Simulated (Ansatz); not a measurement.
Geometry relaxation, with input and output: HfN (part 1 of 2)

System: HfN (2 atoms in the cell).
Method: DFT, PBE, PAW with Ansatz's default frozen-core files, scalar-relativistic, no spin polarisation (Ansatz 0.2.0).

Its volume is 0.64 times that of the source entry. It belongs to a series of runs on one base structure; here: shape and atoms relaxed at 0.64 of the volume.

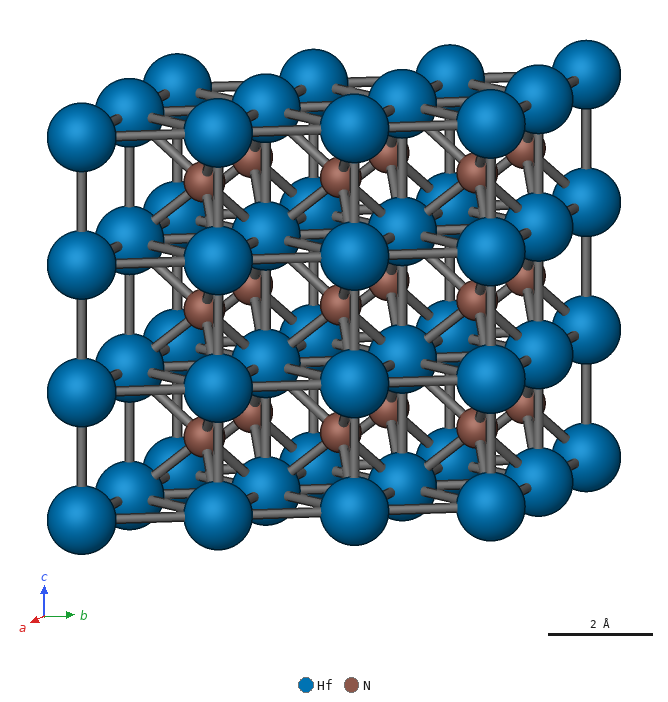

**Figure 1.** The starting structure (ball-and-stick view of the cell of the calculation, repeated 2 × 3 × 3, seen slightly off an axis). Near neighbours in the crystal (not all of them lie inside the picture): Hf has 8 Hf at 2.51 to 2.67 Å and 6 N at 1.99 Å; N has 6 Hf at 1.99 Å.

**Key numbers**

- outcome: converged
- space group (tolerance 0.01 Å): P-6m2 (187)
- electrons treated: 31
- free energy: −16103.1636 eV
- Fermi energy: 34.270 eV
- pressure: 254.87 GPa
- final volume: 15.52 Å³
- largest force (length of the vector) at the end: under 0.001 eV/Å
- final cell: a = 2.627 Å, b = 2.627 Å, c = 2.596 Å, α = 90.00°, β = 90.00°, γ = 120.00°
- hardware: 1 thread of Intel Xeon (Sapphire Rapids), 64 GiB of memory available, shared host
- wall time: 25 s
- peak memory: 0.47 GiB

Spin–orbit coupling is left out, which matters for Hf. The cell holds an odd number of electrons but the run has no spin polarisation, so it comes out as a metal. The cell is under a pressure of 255 GPa at this level, so it is not at its equilibrium volume.

**Input**
```yaml
crystal:
  lattice:
    - [2.6726133519, 0.0, 0.0]
    - [-1.336306676, 2.3145510573, 0.0]
    - [0.0, 0.0, 2.5086483643]
  atoms:
    - { symbol: Hf, position: [0.0, 0.0, 0.0] }
    - { symbol: "N", position: [0.3333333333, 0.6666666667, 0.5] }
kpoints:
  mp_grid: { grid: [16, 16, 14] }
scf:
  occupations: { method: fermi_dirac, width: 0.1 }
hamiltonian:
  xc: pbe
  pseudopotentials: { kind: paw }
output:
  forces: true
  stress: true
  write_density: true
  write_potential: true
  elf: true
  volumetric_format: npy
relax:
  f_tol: 0.005
  max_steps: 30
  cell: { stress_tol: 0.29, fix: [volume] }
```

Command:
```bash
ansatz run input.yaml --threads 1 --pin off --max-ram 2048MiB --backend cpu --events-out ev --progress --plain --runs-dir out
```

**The program's output**
```
Engine: ansatz 0.2.0, x86_64-unknown-linux-gnu
Pseudopotentials: kind: paw
Pseudopotential: Hf, paw, valence charge 26, recommended cutoff 420 eV (normal), Hf.paw.azcp
Pseudopotential: N, paw, valence charge 5, recommended cutoff 420 eV (normal), N.paw.azcp
Functional definition: PBE
  parameter kappa = 0.804
  parameter beta = 0.06672455060314922
  exchange = pbe_x(kappa = kappa, mu = beta*pi^2/3)
  correlation = pbe_c(beta = beta)
Crystal: 2 atoms, lattice volume = 15.518 Å³
Basis set: ecut = 420 eV, 315 PW (Γ), exchange–correlation on 36×36×36 points (8 copies of the dense FFT grid, shifted against one another)
Bands: 20, of which v1, the nominal top of the filled ones, is band 16 counted from 1 (15 counted from 0)
Symmetry: 12 space group operations
Space group: P-6m2 (ITA 187), of the structure as read, at distance tolerance 2.5e-5 Å
k-points: 240 of 3584 (time reversal used)
Non-local potential: Hf, projectors of the file, l = 0: 3, l = 1: 2, l = 2: 2, l = 3: 3
Non-local potential: N, projectors of the file, l = 0: 2, l = 1: 2, l = 2: 1
PAW form: soft (Blöchl's): semilocal exchange-correlation on the pseudo side does not see the compensation charge
PAW one-centre angular grid: Hf, 590 points (default); XC on 64 Gauss nodes
PAW one-centre angular grid: N, 110 points (default); XC on 64 Gauss nodes
Initial density: superposition of atomic densities (neutral atoms: chi_scale 0, normalization atom), corrected by the library's trained network
Initial wavefunctions: pseudopotential atomic-orbital guess
Functional: x = pbe(κ = 0.804, μ = 0.2195149727645171), c = pbe(β = 0.06672455060314922)
SCF iter   1: F=—  HF=-16103.066672 eV  |F-HF|=—  |Δ(HF+E_count)|=         —  Δρ=1.49e-2  dr2=1.48e-2  ethr=1.77e-3  ⟨swp⟩=5.5  Hψ=22666  notcnv=0
preconditioner: auto → none  [metal: Δε(μ)=0.002 eV  Ē_g=21.303 eV  σ=0.100 eV  W_gap=0.01  n_scr=8 (ndim 8)  ℏωp=50.8 eV  f_vac=0.000  D(μ)=0.83/eV (n_scr^D=8)  sad-step TF]
SCF iter   2: F=—  HF=-16103.072663 eV  |F-HF|=—  |Δ(HF+E_count)|=   5.99e-3  Δρ=9.03e-3  dr2=6.39e-3  ethr=4.79e-5  ⟨swp⟩=2.8  Hψ=10275  notcnv=0
SCF iter   3: F=—  HF=-16103.079098 eV  |F-HF|=—  |Δ(HF+E_count)|=   6.43e-3  Δρ=2.89e-3  dr2=7.78e-4  ethr=2.06e-5  ⟨swp⟩=2.1  Hψ=9450  notcnv=0
SCF iter   4: F=—  HF=-16103.078369 eV  |F-HF|=—  |Δ(HF+E_count)|=   7.29e-4  Δρ=5.49e-4  dr2=1.66e-5  ethr=2.51e-6  ⟨swp⟩=2.3  Hψ=9578  notcnv=0
SCF iter   5: F=—  HF=-16103.078390 eV  |F-HF|=—  |Δ(HF+E_count)|=   2.12e-5  Δρ=1.42e-4  dr2=2.07e-6  ethr=5.36e-8  ⟨swp⟩=2.7  Hψ=9781  notcnv=0
SCF iter   6: F=—  HF=-16103.078390 eV  |F-HF|=—  |Δ(HF+E_count)|=   5.62e-8  Δρ=3.00e-5  dr2=7.75e-8  ethr=3.23e-10  ⟨swp⟩=9.8  Hψ=43529  notcnv=0
SCF iter   7: F=-16103.078390 eV  HF=-16103.078390 eV  |F-HF|=4.33e-10  |Δ(HF+E_count)|=   3.81e-8  Δρ=3.63e-6  dr2=8.10e-10  ethr=2.50e-10  ⟨swp⟩=9.6  Hψ=34783  notcnv=0
SCF 1 converged in 7 iterations: F = -16103.078390 eV  dr2 = 8.10e-10
  greatest PAW one-centre occupation: 0.998 electrons in one spin orbital (limit 2), on the Hf atom at site 0 (counted from 0), in its partial waves of l = 0
relax step   1: F+E_penalty+E_count = -16103.07838993 eV  Δ(F+E_penalty+E_count) = +0.000e0 eV  max|allowed force component| = 7.401e-17 eV/Å  Δτ_max = 0.0000 Å  P = +260.751 GPa  Ω = 15.518 Å³  fix = [volume]  reactions: volume +260.751 GPa  (7 SCF iters, dr2 threshold 1.00e-7 eV, accepted)
Initial density: handed on by an earlier stage of this run
Initial wavefunctions: those handed on with the density
iter 1 solved again at ethr=1.03e-4 eV; its pass at ethr=3.10e-3 eV (dr2=3.20e-2 eV) is discarded
SCF iter   1: F=—  HF=-16103.168867 eV  |F-HF|=—  |Δ(HF+E_count)|=         —  Δρ=1.46e-2  dr2=3.29e-2  ethr=1.03e-4  ⟨swp⟩=1.8  Hψ=31213  notcnv=0
preconditioner: auto → none  [metal: Δε(μ)=0.067 eV  Ē_g=21.273 eV  σ=0.100 eV  W_gap=0.17  n_scr=8 (ndim 8)  ℏωp=50.8 eV  f_vac=0.000  D(μ)=0.80/eV (n_scr^D=8)]
SCF iter   2: F=—  HF=-16103.157769 eV  |F-HF|=—  |Δ(HF+E_count)|=   1.11e-2  Δρ=5.19e-3  dr2=3.07e-3  ethr=1.03e-4  ⟨swp⟩=2.3  Hψ=7590  notcnv=0
SCF iter   3: F=—  HF=-16103.157020 eV  |F-HF|=—  |Δ(HF+E_count)|=   7.49e-4  Δρ=1.01e-3  dr2=4.22e-5  ethr=9.90e-6  ⟨swp⟩=2.0  Hψ=7982  notcnv=0
SCF iter   4: F=—  HF=-16103.157019 eV  |F-HF|=—  |Δ(HF+E_count)|=   5.50e-7  Δρ=1.89e-4  dr2=4.13e-6  ethr=1.36e-7  ⟨swp⟩=2.2  Hψ=8700  notcnv=0
SCF iter   5: F=—  HF=-16103.157013 eV  |F-HF|=—  |Δ(HF+E_count)|=   6.21e-6  Δρ=6.76e-5  dr2=3.65e-7  ethr=1.33e-8  ⟨swp⟩=3.2  Hψ=9853  notcnv=0
SCF iter   6: F=-16103.157013 eV  HF=-16103.157013 eV  |F-HF|=1.76e-8  |Δ(HF+E_count)|=   8.06e-8  Δρ=1.15e-5  dr2=1.28e-8  ethr=6.45e-10  ⟨swp⟩=9.6  Hψ=37036  notcnv=0
SCF 2 converged in 6 iterations: F = -16103.157013 eV  dr2 = 1.28e-8
  Residual-converged pass: ⟨swp⟩=1.0  Hψ=5763  notcnv=0  max |occ|·‖R‖ = 7.1e-9 eV (tolerance 1.0e-8 eV)  dr2=1.28e-8  dr2_onsite=2.09e-8  max |Δocc| = 1.7e-10
relax step   2: F+E_penalty+E_count = -16103.15701312 eV  Δ(F+E_penalty+E_count) = -7.862e-2 eV  max|allowed force component| = 6.476e-17 eV/Å  Δτ_max = 0.0000 Å  P = +253.324 GPa  Ω = 15.518 Å³  energy of the carried Pulay correction = -7.744e-5 eV  fix = [volume]  reactions: volume +253.324 GPa  (6 SCF iters, dr2 threshold 2.00e-7 eV, accepted)
iter 1 solved again at ethr=4.39e-6 eV; its pass at ethr=3.10e-3 eV (dr2=1.36e-3 eV) is discarded
SCF iter   1: F=—  HF=-16103.163448 eV  |F-HF|=—  |Δ(HF+E_count)|=         —  Δρ=3.01e-3  dr2=1.40e-3  ethr=4.39e-6  ⟨swp⟩=2.1  Hψ=26996  notcnv=0
preconditioner: auto → none  [metal: Δε(μ)=0.033 eV  Ē_g=21.273 eV  σ=0.100 eV  W_gap=0.08  n_scr=8 (ndim 8)  ℏωp=50.8 eV  f_vac=0.000  D(μ)=0.78/eV (n_scr^D=8)]
SCF iter   2: F=—  HF=-16103.162976 eV  |F-HF|=—  |Δ(HF+E_count)|=   4.72e-4  Δρ=1.05e-3  dr2=1.27e-4  ethr=4.39e-6  ⟨swp⟩=2.4  Hψ=6954  notcnv=0
SCF iter   3: F=—  HF=-16103.162940 eV  |F-HF|=—  |Δ(HF+E_count)|=   3.68e-5  Δρ=2.11e-4  dr2=1.85e-6  ethr=4.10e-7  ⟨swp⟩=2.1  Hψ=7999  notcnv=0
SCF iter   4: F=—  HF=-16103.162940 eV  |F-HF|=—  |Δ(HF+E_count)|=   4.83e-8  Δρ=6.78e-5  dr2=3.36e-7  ethr=5.97e-9  ⟨swp⟩=2.3  Hψ=8932  notcnv=0
iter 5 did not close the SCF: its close was put off for the readings that it lacked (scf_convergence_deferred on its scf_iter line)
SCF iter   5: F=-16103.162939 eV  HF=-16103.162939 eV  |F-HF|=6.62e-10  |Δ(HF+E_count)|=   2.57e-7  Δρ=1.21e-5  dr2=9.01e-9  ethr=1.09e-9  ⟨swp⟩=2.1  Hψ=8595  notcnv=0
SCF iter   6: F=-16103.162939 eV  HF=-16103.162939 eV  |F-HF|=8.37e-10  |Δ(HF+E_count)|=   1.87e-9  Δρ=2.13e-6  dr2=4.46e-10  ethr=2.91e-11  ⟨swp⟩=6.3  Hψ=33084  notcnv=0
SCF 3 converged in 6 iterations: F = -16103.162939 eV  dr2 = 4.46e-10
relax step   3: F+E_penalty+E_count = -16103.16293935 eV  Δ(F+E_penalty+E_count) = -5.926e-3 eV  max|allowed force component| = 1.295e-16 eV/Å  Δτ_max = 0.0000 Å  P = +254.818 GPa  Ω = 15.518 Å³  energy of the carried Pulay correction = -6.137e-5 eV  fix = [volume]  reactions: volume +254.818 GPa  (6 SCF iters, dr2 threshold 2.00e-7 eV, accepted)
Initial wavefunctions: pseudopotential atomic-orbital guess (no wavefunctions were taken with the density)
iter 1 solved again at ethr=2.26e-8 eV; its pass at ethr=3.10e-3 eV (dr2=7.00e-6 eV) is discarded
SCF iter   1: F=—  HF=-16103.163642 eV  |F-HF|=—  |Δ(HF+E_count)|=         —  Δρ=2.56e-4  dr2=9.41e-7  ethr=2.26e-8  ⟨swp⟩=5.0  Hψ=42736  notcnv=0
preconditioner: auto → none  [metal: Δε(μ)=0.027 eV  Ē_g=21.277 eV  σ=0.100 eV  W_gap=0.07  n_scr=8 (ndim 8)  ℏωp=50.8 eV  f_vac=0.000  D(μ)=0.79/eV (n_scr^D=8)]
SCF iter   2: F=—  HF=-16103.163643 eV  |F-HF|=—  |Δ(HF+E_count)|=   6.17e-7  Δρ=1.29e-4  dr2=2.22e-7  ethr=3.03e-9  ⟨swp⟩=2.4  Hψ=7889  notcnv=0
SCF iter   3: F=—  HF=-16103.163644 eV  |F-HF|=—  |Δ(HF+E_count)|=   9.57e-7  Δρ=1.29e-5  dr2=9.29e-9  ethr=7.17e-10  ⟨swp⟩=2.1  Hψ=8408  notcnv=0
iter 4 did not close the SCF: its close was put off for the readings that it lacked (scf_convergence_deferred on its scf_iter line)
SCF iter   4: F=-16103.163644 eV  HF=-16103.163644 eV  |F-HF|=2.84e-10  |Δ(HF+E_count)|=   4.70e-9  Δρ=3.58e-6  dr2=3.58e-10  ethr=3.00e-11  ⟨swp⟩=2.7  Hψ=9501  notcnv=0
iter 5 did not close the SCF: its close was put off for the readings that it lacked (scf_convergence_deferred on its scf_iter line)
SCF iter   5: F=-16103.163644 eV  HF=-16103.163644 eV  |F-HF|=1.46e-11  |Δ(HF+E_count)|=  6.64e-10  Δρ=6.53e-7  dr2=1.70e-11  ethr=1.15e-12  ⟨swp⟩=2.5  Hψ=9057  notcnv=0
SCF iter   6: F=-16103.163644 eV  HF=-16103.163644 eV  |F-HF|=1.82e-12  |Δ(HF+E_count)|=  2.18e-11  Δρ=7.35e-8  dr2=3.48e-13  ethr=1.00e-12  ⟨swp⟩=6.9  Hψ=30022  notcnv=0
SCF 4 converged in 6 iterations: F = -16103.163644 eV  dr2 = 3.48e-13
relax step   4: F+E_penalty+E_count = -16103.16364350 eV  Δ(F+E_penalty+E_count) = -7.042e-4 eV  max|allowed force component| = 1.665e-16 eV/Å  Δτ_max = 0.0000 Å  P = +254.868 GPa  Ω = 15.518 Å³  fix = [volume]  reactions: volume +254.868 GPa  stress off target by 8.15e-2 GPa on what of the cell is left free  SCF on the basis re-selected at this cell (its energy is not comparable with the rows above)  (6 SCF iters)
```

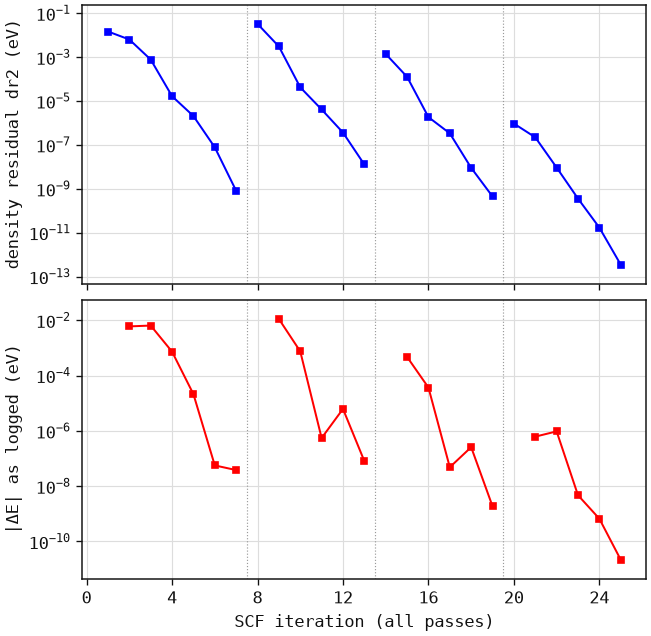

**Figure 2.** Convergence of the self-consistent field: density residual dr2 and size of the energy change against the SCF iteration. The dotted lines part the SCF passes of the relaxation: geometry steps, rejected trials and re-solves on a re-selected basis. The passes take 7, 6, 6 and 6 iterations.
